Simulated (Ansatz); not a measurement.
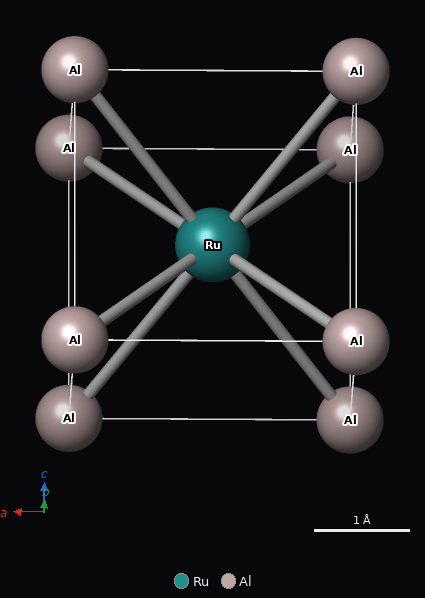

The structure as given in the input (ball-and-stick view of the cell of the calculation, seen at an oblique angle).

## AlRu: band-structure calculation

System: AlRu (Pm-3m, 2 atoms in the cell).
Method: DFT with r2SCAN, PAW plane waves, no spin polarisation (Ansatz 0.2.0).

The structure derives from an entry of the Crystallography Open Database. Figures and captions count atoms from 1; the log counts them from 0 in places.

**The program's output**
```
Engine: ansatz 0.2.0, aarch64-unknown-linux-gnu
Pseudopotentials: kind: paw
Pseudopotential: Ru, paw, valence charge 16, recommended cutoff 500 eV (meta_gga), Ru.paw.azcp
Pseudopotential: Al, paw, valence charge 3, recommended cutoff 500 eV (meta_gga), Al.paw.azcp
Functional definition: r2SCAN
  parameter k0 = 0.174
  parameter k1 = 0.065
  parameter a1 = 4.9479
  exchange = r2scan_x(k0 = k0, k1 = k1, a1 = a1)
  correlation = r2scan_c
Crystal: 2 atoms, lattice volume = 25.973 Å³
Basis set: ecut = 500 eV, 691 PW (Γ), exchange–correlation on 96×96×96 points (64 copies of the dense FFT grid, shifted against one another)
Bands: 14, of which v1, the nominal top of the filled ones, is band 10 counted from 1 (9 counted from 0)
Symmetry: 48 space group operations
Space group: Pm-3m (ITA 221), of the structure as read, at distance tolerance 8.9e-4 Å
k-points: 56 of 1000
Non-local potential: Ru, projectors of the file, l = 0: 3, l = 1: 2, l = 2: 2, l = 3: 1
Non-local potential: Al, projectors of the file, l = 0: 2, l = 1: 2, l = 2: 1
PAW form: soft (Blöchl's): semilocal exchange-correlation on the pseudo side does not see the compensation charge
PAW frozen core: Ru, regenerated for the run's functional (the file was generated under x = pbe(κ = 0.804, μ = 0.2195149727645171), c = pbe(β = 0.06672455060314922))
PAW frozen core: Al, regenerated for the run's functional (the file was generated under x = pbe(κ = 0.804, μ = 0.2195149727645171), c = pbe(β = 0.06672455060314922))
PAW one-centre angular grid: Ru, 590 points (default); XC on 160 Gauss nodes
PAW one-centre angular grid: Al, 302 points (default); XC on 160 Gauss nodes
Initial density: read from a saved state, or passed on in memory by an earlier SCF of this step, an earlier step, the calling program or the single point that the run made first
Initial wavefunctions: pseudopotential atomic-orbital guess
Functional: x = r2scan, c = r2scan; τ floored in thin density (d = 2e-4 eV/Å³)
iter 1 solved again at ethr=5.43e-5 eV; its pass at ethr=3.10e-3 eV (dr2=1.03e-2 eV) is discarded
SCF iter   1: F=—  HF=-6432.538074 eV  |F-HF|=—  |Δ(HF+E_count)|=         —  Δρ=8.75e-3  dr2=1.03e-2  dr2_τ=3.36e-3  ethr=5.43e-5  ⟨swp⟩=2.0  Hψ=5706  notcnv=0
preconditioner: auto → none  [insulator: Δε(μ)=0.033 eV  Ē_g=9.675 eV  σ=0.013 eV  W_gap=0.78  n_scr=6 (ndim 8)  ℏωp=24.2 eV  f_vac=0.000  D(μ)=3.22/eV (n_scr^D=32)  ε∞_Penn≈7.2]
SCF iter   2: F=—  HF=-6432.541128 eV  |F-HF|=—  |Δ(HF+E_count)|=   3.05e-3  S|Δr|=    0.00e0  Δρ=5.85e-3  dr2=7.57e-3  dr2_τ=9.72e-4  ethr=5.43e-5  ⟨swp⟩=2.2  Hψ=1363  notcnv=0
SCF iter   3: F=—  HF=-6432.539780 eV  |F-HF|=—  |Δ(HF+E_count)|=   1.35e-3  S|Δr|=    0.00e0  Δρ=3.16e-3  dr2=6.17e-4  dr2_τ=9.01e-5  ethr=3.98e-5  ⟨swp⟩=2.1  Hψ=1248  notcnv=0
SCF iter   4: F=—  HF=-6432.540084 eV  |F-HF|=—  |Δ(HF+E_count)|=   3.04e-4  S|Δr|=    0.00e0  Δρ=4.20e-4  dr2=3.39e-5  dr2_τ=3.06e-6  ethr=3.25e-6  ⟨swp⟩=1.2  Hψ=798  notcnv=0
SCF iter   5: F=—  HF=-6432.540080 eV  |F-HF|=—  |Δ(HF+E_count)|=   4.53e-6  S|Δr|=    0.00e0  Δρ=4.38e-5  dr2=3.21e-7  dr2_τ=2.46e-8  ethr=1.78e-7  ⟨swp⟩=2.4  Hψ=1192  notcnv=0
SCF iter   6: F=-6432.540080 eV  HF=-6432.540080 eV  |F-HF|=1.92e-8  |Δ(HF+E_count)|=   3.26e-8  S|Δr|=    0.00e0  Δρ=8.72e-6  dr2=2.31e-8  dr2_τ=3.49e-9  ethr=5.26e-10  ⟨swp⟩=8.9  Hψ=5149  notcnv=0
SCF 1 converged in 6 iterations: F = -6432.540080 eV  dr2 = 2.31e-8
  greatest PAW one-centre occupation: 0.998 electrons in one spin orbital (limit 2), on the Ru atom at site 0 (counted from 0), in its partial waves of l = 1
```

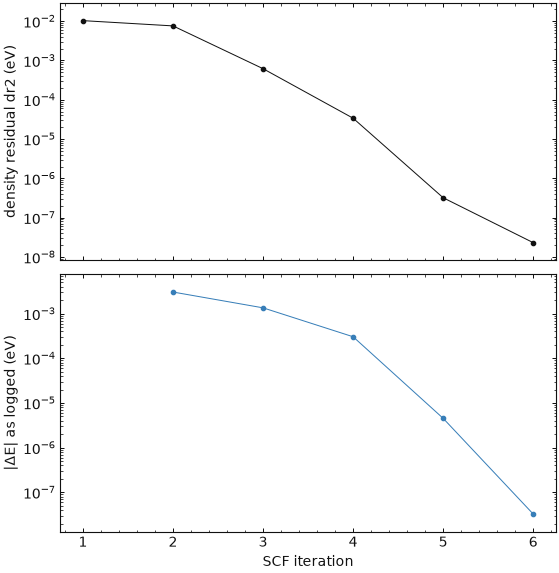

Convergence of the self-consistent field: density residual dr2 and size of the energy change against the SCF iteration. The residual falls at every step.

```
NSCF: frozen V_eff on 141 k-points
SCF converged after 6 iterations
Stability not checked: this state was not tested for a lower state beside it, because cold or Methfessel-Paxton smearing, or corrected tetrahedra, fill the levels in a way that the test cannot read (fill_not_monotonic; see scf.lower_state_search)
Free energy (F): -6432.540080 eV
Harris-Foulkes:  -6432.540080 eV  (|F-HF|=1.92e-8)
Internal energy: -6432.540107 eV  (E = F + TS)
E sigma→0 (E₀):  -6432.540089 eV
Entropy (-TS):   0.000028 eV (0.014 meV/atom)
Fermi energy:    16.542892 eV
--- Per-component energies (eV) ---
  E_band       = -126.444947
  E_kinetic    = 544.767755
  E_local      = -1768.036832  (includes V_loc(G=0)·N_el)
  E_nonlocal   = 354.053946
  E_hartree    = 629.026459
  E_xc         = -223.522160
  E_vxc        = -302.288952  (∫ρ·V_xc dr)
  E_paw        = -3953.346672  (= ΣΔE_a)
  E_vpaw       = -233.634921  (= ΣTr[D̂ρ^β])
  E_aug_tail   = 0.000090  (compensation charges beyond the density's cutoff)
  E_vtau       = 20.648596  (kinetic-family band-sum trace: ∫τ·v_τ [+ j·A + Jᵃ·Aᵃ] dr)
  E_ewald      = -2015.111631
  E_core_change = -0.371064  (= ΣΔE_core)
  E_smearing   = 0.000028  (= −TS)
  E_closure    = -0.000000  (closes the sum)
  Σ components = -6432.540080   (vs F -6432.540080, Δ=0.00e0)
--- Forces (eV/Å), atoms counted from 1 ---
  atom   1  Ru     0.00000000     0.00000000     0.00000000
  atom   2  Al    -0.00000000    -0.00000000     0.00000000
  max |Σ_I F_I| component: 1.01e-29 eV/Å
--- Stress (GPa, compression-positive) ---
        4.884683      -0.000000       0.000000
        0.000000       4.884683       0.000000
        0.000000       0.000000       4.884683
  P = ⅓ Tr σ = 4.8847 GPa (48.847 kbar)
--- Band table (eV; the first three rows and the last of 56) ---
  k-point 0: bands = ["-57.3844", "-26.5459", "-26.5459", "-26.5459", "6.2337", "12.6997", "12.6997", "16.7206", "16.7206", "16.7206", "23.2453", "23.2453", "23.2453", "28.2020"]
  k-point 1: bands = ["-57.3825", "-26.5708", "-26.5438", "-26.5438", "6.4410", "12.7684", "12.7752", "16.4700", "16.4700", "16.7461", "22.3199", "23.6495", "23.6495", "27.7296"]
  k-point 2: bands = ["-57.3774", "-26.6355", "-26.5382", "-26.5382", "7.0429", "12.8595", "12.9824", "15.9072", "15.9072", "16.8135", "20.7365", "24.6719", "24.6719", "26.6361"]
  k-point 55: bands = ["-57.3249", "-26.7396", "-26.7396", "-26.7396", "11.4645", "11.4645", "11.4645", "18.4424", "18.4424", "19.9658", "20.9702", "20.9702", "20.9702", "25.8193"]
--- Löwdin populations: 2 sites ---
  site symbol       q [e]
     0     Ru     16.0299
     1     Al      2.8701
  spilling = 0.005267 (of n_electrons = 19.000000)
--- Bader charges: 2 sites ---
  site symbol  charge [e]  shift [e]
     0     Ru     -2.1033     0.0010
     1     Al      2.1033     0.0010
  estimated error of the sums over rays = 2.3e-4 e
```

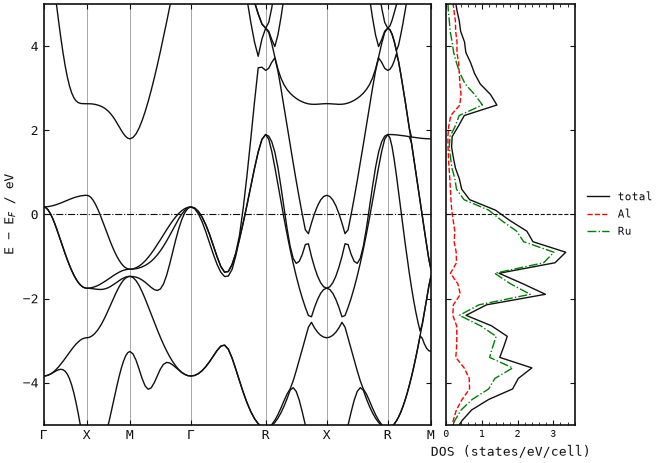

Band structure along Γ–X–M–Γ–R–X–R–M and density of states (projected on Löwdin-orthogonalised atomic shells), with energies from the Fermi level. Bands cross the Fermi level: a metal at this level of theory.

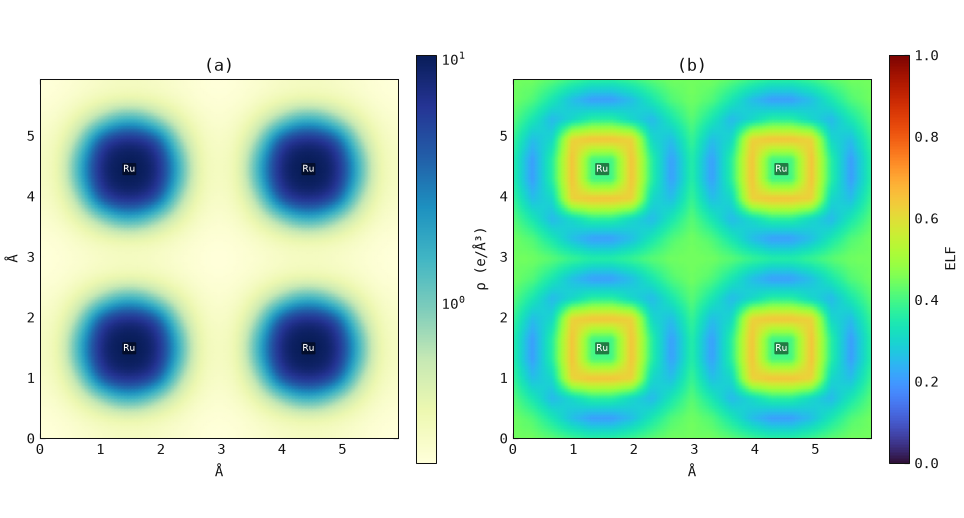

(a) valence pseudo-density; (b) electron localisation function on the plane of lattice vectors 2 and 3 of the input at fractional height 0.500 along vector 1, 2 × 2 cells, interpolated from points about 0.3 Å apart. The plane passes within 0.2 Å of Ru sites. The density in this plane falls to 0.22 e/Å³ at its lowest. The fields are smooth PAW fields, not the true ones close to the nuclei.

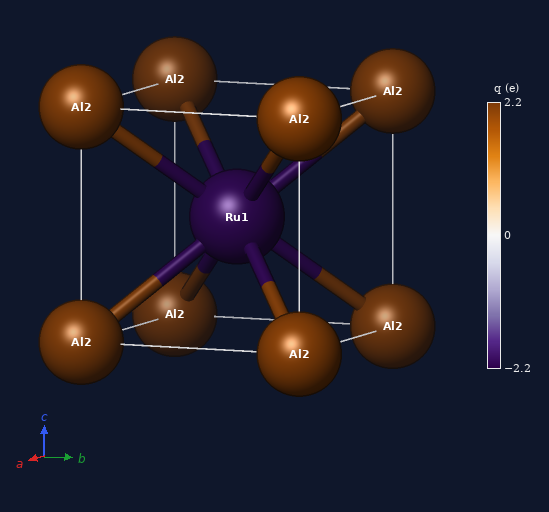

Bader charges, as the colour of each atom (ball-and-stick view of the cell of the calculation, seen slightly off an axis; atoms are numbered from 1 in the order of the input). By element: Ru −2.10 and Al +2.10 e.

The run was set up as follows.

**Input file**
```yaml
crystal:
  lattice:
    - [2.961481, 0.0, 0.0]
    - [0.0, 2.961481, 0.0]
    - [0.0, 0.0, 2.961481]
  atoms:
    - { symbol: Ru, position: [0.5, 0.5, 0.5] }
    - { symbol: Al, position: [0.0, 0.0, 0.0] }
  symmetry: { tolerance: 0.0003 }
kpoints:
  mp_grid: { grid: [10, 10, 10], shift: [0, 0, 0] }
  band_path:
    path:
      - [0.0, 0.0, 0.0]
      - [0.0, 0.5, 0.0]
      - [0.5, 0.5, 0.0]
      - [0.0, 0.0, 0.0]
      - [0.5, 0.5, 0.5]
      - [0.0, 0.5, 0.0]
      - [0.5, 0.5, 0.5]
      - [0.5, 0.5, 0.0]
    npoints: 20
magnetization:
  spin_polarized: false
scf:
  occupations: { method: cold, width: 0.0125 }
  lower_state_search: "off"
  max_iter: 200
hamiltonian:
  pseudopotentials: { kind: paw }
  xc: r2scan
basis:
  ecutwfc: 500
  fft_grid_basis: typed
output:
  forces: true
  stress: true
  eigenvalues: true
  bader: true
  populations: true
  elf: true
  write_potential: true
  volumetric_format: npy
  dos:
    e_range: [-12, 8]
    de: 0.05
    projected: { site_lists: { Al: [Al], Ru: [Ru] } }
checkpoint:
  read: saved_state
```

Launch command:
```bash
ansatz run input.yaml --threads 1 --pin off --max-ram 2560MiB --backend cpu --events-out ev --progress --plain --runs-dir out
```

**Key numbers**

```tsv
quantity	value
outcome	converged
space group (tolerance 0.01 Å)	Pm-3m (221)
electrons treated	19
free energy	−6432.5401 eV
Fermi energy	16.543 eV
pressure	4.88 GPa
electronic character	metal
largest force (length of the vector)	under 0.001 eV/Å
hardware	1 thread of Arm Neoverse V2, 128 GiB of memory available, shared host
wall time	14 s
peak memory	0.45 GiB
```
